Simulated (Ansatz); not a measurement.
## STM study: TiSi2(011) (Fddd bulk, 12 atomic planes (those closer than 0.6 Å count as one), 11 Å, Ti-terminated)

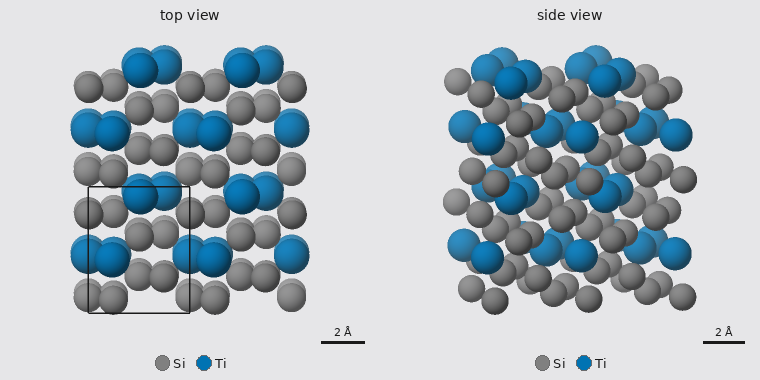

The relaxed structure from above and from the side.

These are results of Ansatz 0.2.0, DFT PBE, scalar-relativistic, plane waves, PAW, not measurements. Cutoff 420 eV, 12 × 10 k-points, Gaussian smearing 0.1 eV, dipole correction. The slab is a cut without reconstruction beyond its cell, at the source's lattice constants, with its lower half held fixed and the rest relaxed. No spin polarisation. The run warns that the functional's potential is rough in the thin density of the vacuum, where the tip is; weak contrasts and barriers may feel it.

Images follow the Tersoff–Hamann model: the current is the local density of the sample's states between the Fermi level and the bias, at the tip's centre. Bias windows are sharp sums over the levels of the k mesh.

```cif
data_structure
_symmetry_space_group_name_H-M 'P 1'
_symmetry_Int_Tables_number 1
_cell_length_a 4.7730
_cell_length_b 5.9261
_cell_length_c 28.8561
_cell_angle_alpha 90.000
_cell_angle_beta 90.000
_cell_angle_gamma 90.000
_cell_volume 816.20
loop_
_atom_site_label
_atom_site_type_symbol
_atom_site_fract_x
_atom_site_fract_y
_atom_site_fract_z
_atom_site_occupancy
Si1 Si 0.75000 0.66128 0.31189 1
Si2 Si 0.00000 0.16128 0.31189 1
Si3 Si 0.25000 0.82160 0.34596 1
Si4 Si 0.50000 0.32160 0.34596 1
Ti1 Ti 0.75000 0.98288 0.38024 1
Ti2 Ti 0.00000 0.48288 0.38024 1
Si5 Si 0.25000 0.14416 0.41452 1
Si6 Si 0.50000 0.64416 0.41452 1
Si7 Si 0.75000 0.30448 0.44859 1
Si8 Si 0.00000 0.80448 0.44859 1
Ti3 Ti 0.25000 0.46576 0.48286 1
Ti4 Ti 0.50000 0.96576 0.48286 1
Si9 Si 0.75068 0.62257 0.51679 1
Si10 Si 0.99932 0.12257 0.51679 1
Si11 Si 0.25128 0.78924 0.55230 1
Si12 Si 0.49872 0.28924 0.55230 1
Ti5 Ti 0.74874 0.95025 0.58731 1
Ti6 Ti 0.00126 0.45025 0.58731 1
Si13 Si 0.24640 0.10231 0.62047 1
Si14 Si 0.50360 0.60231 0.62047 1
Si15 Si 0.74287 0.27916 0.65824 1
Si16 Si 0.00713 0.77916 0.65824 1
Ti7 Ti 0.23483 0.42215 0.68432 1
Ti8 Ti 0.51517 0.92215 0.68432 1
```

The last single point, restarted from the relaxation's density, took 2.8 min on 4 threads of Arm Neoverse V2, with other jobs on the host, peak memory 3.7 GiB.

### 1. One image

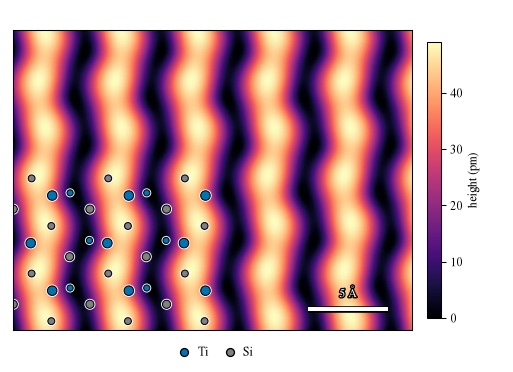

Constant-current image at a set point of 2.9 × 10⁻⁵ e/Å³ of this surface, sample bias −0.25 V. The atoms seen from above are drawn over one corner (deeper ones smaller).

> Which atoms or sites appear bright, which dark, and how strong is the contrast?

The brightest spots lie over the sites above the Si atoms 1.8 Å below the top plane; the darkest points are over the sites above the Ti atoms 2.8 Å below the top plane. The corrugation is 49 pm at a mean tip height of 4.0 Å.

### 2. Approach curves

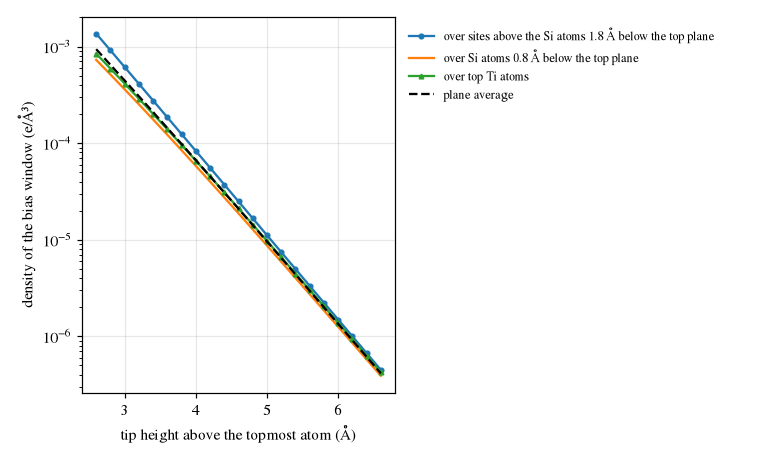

Approach curves over this surface at a sample bias of −1.00 V.

> Estimate the decay constant and the apparent barrier, and compare with the vacuum level, which the run puts 2.85 eV above zero bias.

Near 4 Å the plane average falls as exp(−1.92 z/Å), a factor of 6.8 per ångström, which gives an apparent barrier of 3.5 eV (0.952 eV Å² times the slope squared). The apparent barrier is above 2.85 eV. At 4 Å the 0.25 eV of states nearest the highest filled state carry 43 % of the density.

### 3. Bias series

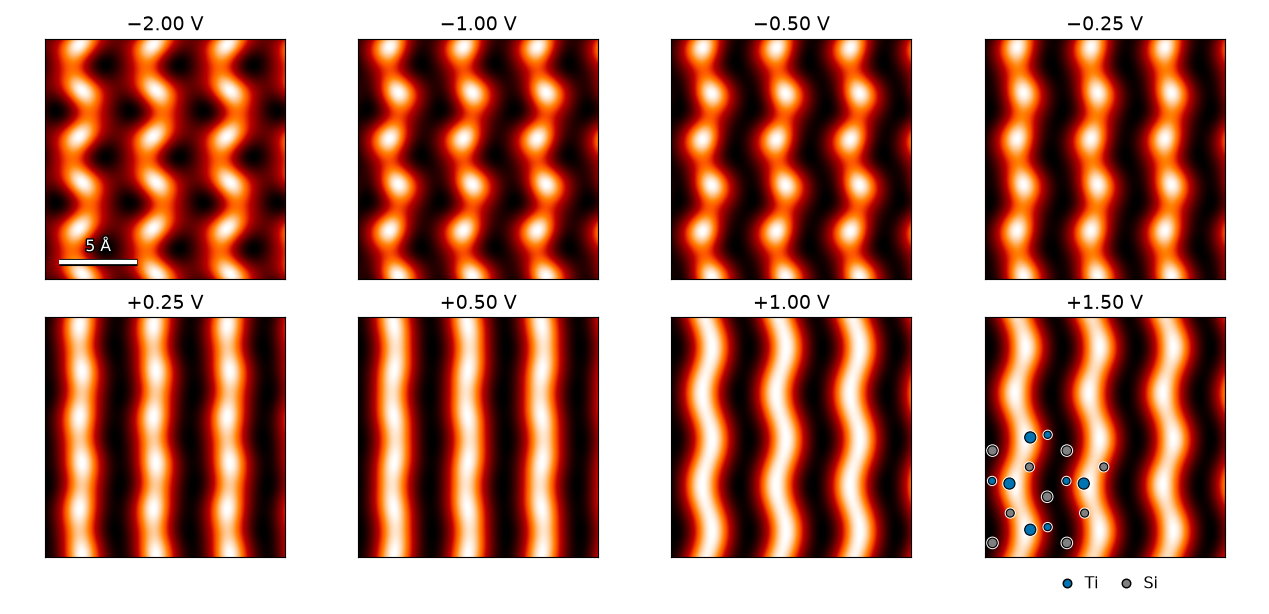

Constant-height images of this surface at 8 sample biases, each on its own colour scale; the last has the atoms seen from above drawn over one corner (deeper ones smaller).

> How do the images change with bias?

```tsv
bias	height (Å)	bright/dark	brightest over
−2.00 V	3.5	1.5	points 1.6 Å to the side of the top Ti atoms
−1.00 V	3.5	1.8	sites above the Si atoms 1.8 Å below the top plane
−0.50 V	3.5	2.2	sites above the Si atoms 1.8 Å below the top plane
−0.25 V	3.5	2.9	sites above the Si atoms 1.8 Å below the top plane
+0.25 V	3.5	4.2	points 1.4 Å to the side of the top Ti atoms
+0.50 V	3.5	2	points 1.6 Å to the side of the top Ti atoms
+1.00 V	3.5	2.2	top Ti atoms
+1.50 V	3.5	2.2	top Ti atoms
```

The slab has states at the Fermi level, so this model gives a current down to small biases. Its work function (top face) is 2.85 eV.
